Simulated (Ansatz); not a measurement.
# ZnSe₃: what the fields show

```
Zn Se
1.0
     5.67911    0.00000    0.00000
     0.00000    5.67911    0.00000
     0.00000    0.00000    7.87846
Zn Se
2 6
Direct
  0.50000 0.50000 0.00000
  0.00000 0.00000 0.00000
  0.50000 0.00000 0.65162
  0.25165 0.24835 0.81713
  0.74835 0.75165 0.81713
  0.00000 0.50000 0.34838
  0.24835 0.74835 0.18287
  0.75165 0.25165 0.18287
```

Space group P-42₁m; a generated structure, not necessarily the stable one.

These are results of DFT PBE, scalar-relativistic, plane waves, PAW (Ansatz), not measurements.

The density is the valence pseudo-density of a PAW calculation; it isn't the true density close to the nuclei.

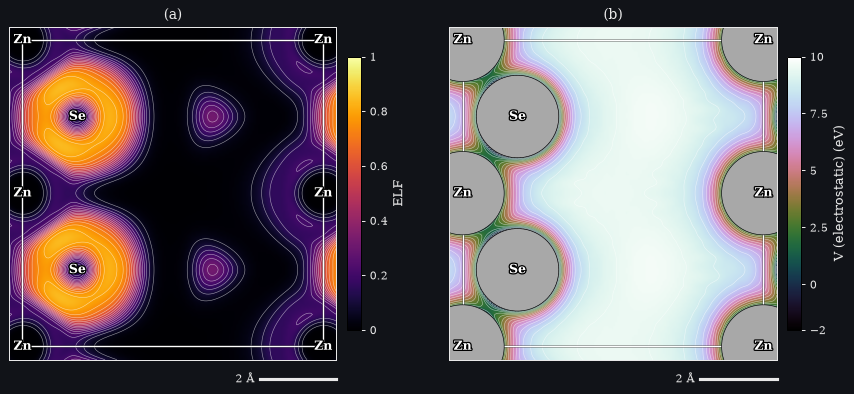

Figure 1. (a) ELF; (b) electrostatic potential energy of an electron on the (110) plane of the conventional cell. Grey discs cover the atomic cores in the potential map.

### Read the bonding off the picture.

Atoms in the plane: Zn and Se.
Zn–Se (2.47 Å): the ELF is about 0.60 at the midpoint.
Outside the cores the potential energy rises away from the atoms and is highest about 2.0 Å from the nearest atoms; its zero is arbitrary.

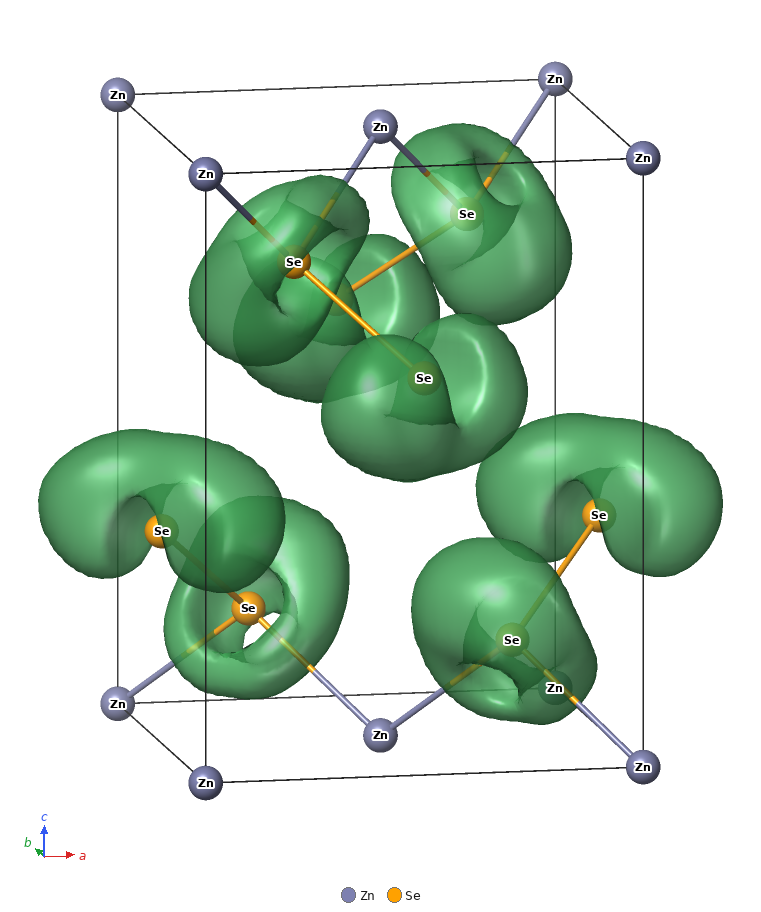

Figure 2. Isosurface of the electron localisation function at 0.75 (green), seen slightly off an axis. Only the valence region is drawn (cores and ρ < 0.01 e/Å³ removed). Sticks mark near contacts.

### Describe the localisation domains.

The surface consists of six regions wrapped around Se (the valence shell of each), counted in one cell of 8 atoms. Any copies at cell faces, edges or corners count once.


Se–Se (2.38 Å): the ELF peaks at about 0.70 between the atoms.

### Which way does charge flow, and how much by Bader's partition?

Electrons move from Zn towards Se. Bader charges: Zn +0.71 and Se −0.37 to +0.03 e.

### Does the calculation make it a metal, or give it a gap?

It is gapped, with a Kohn–Sham gap of 1.0 eV on the k-point mesh, an upper bound to the gap of this method.
